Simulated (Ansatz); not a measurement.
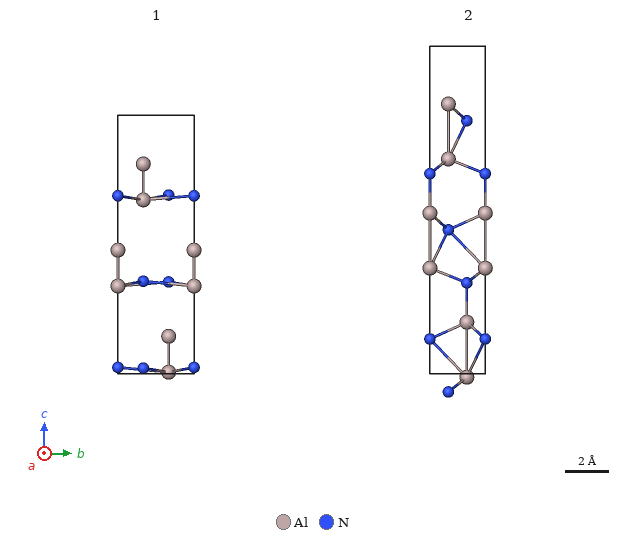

Two geometries of a crystal of AlN (a generated structure, set up in R3m) (coarse preliminary run), drawn at one scale. One is the start of a relaxation, the other its converged end. A ball-and-stick model of the conventional cell (3 times the calculation's cell), seen along the a axis. Lengths and directions refer to the drawn axes.

All numbers below come from DFT PBE, scalar-relativistic, plane waves, PAW (Ansatz 0.2.0). Set-up: plane-wave cutoff 420 eV; k-point mesh 6 × 6 × 6; occupations gaussian; smearing width 0.1 eV; no spin polarisation; cell and atoms relaxed; force threshold 0.04 eV/Å; at most 70 steps.

Which one is relaxed?

Answer. Structure 2 is the relaxed one. An N atom moves most relative to the cell: 1.27 Å along +c. Largest moves by element: N 1.27 Å, Al 0.26 Å. The volume changes by −33.0 %, with a = b 4.164 → 3.028 Å (−27.3 %), c 12.246 → 15.509 Å (+26.6 %). Near-neighbour distances that change, for instance: Al–Al 1.702 → 2.606 Å, Al–N 2.820 → 1.920 Å, Al–N 2.575 → 1.867 Å, Al–N 2.412 → 1.882 Å. New bonds form: Al–N (2.58 → 1.87 Å), Al–N (2.82 → 1.92 Å). Among the angles between lasting bonds that change: Al–Al–N 85.4° → 111.7°, Al–N–Al 119.4° → 107.1°, N–Al–N 119.4° → 107.1°. The space group stays R3m (No. 160). The energy falls by 4160 meV per atom in 14 accepted moves (16 points after the start). The largest force component goes from 22 to 0.0041 eV/Å. The pressure goes from 11.74 to 0.06 GPa. The SCF was repeated twice at an unchanged geometry on a basis and grid sized afresh for the cell, which shifted the energy by 22.1 meV per atom at most. Cost: 76 s on 1 thread of Intel(R) Xeon(R) Processor @ 2.70GHz, with other jobs on the host, peak memory 0.38 GiB.
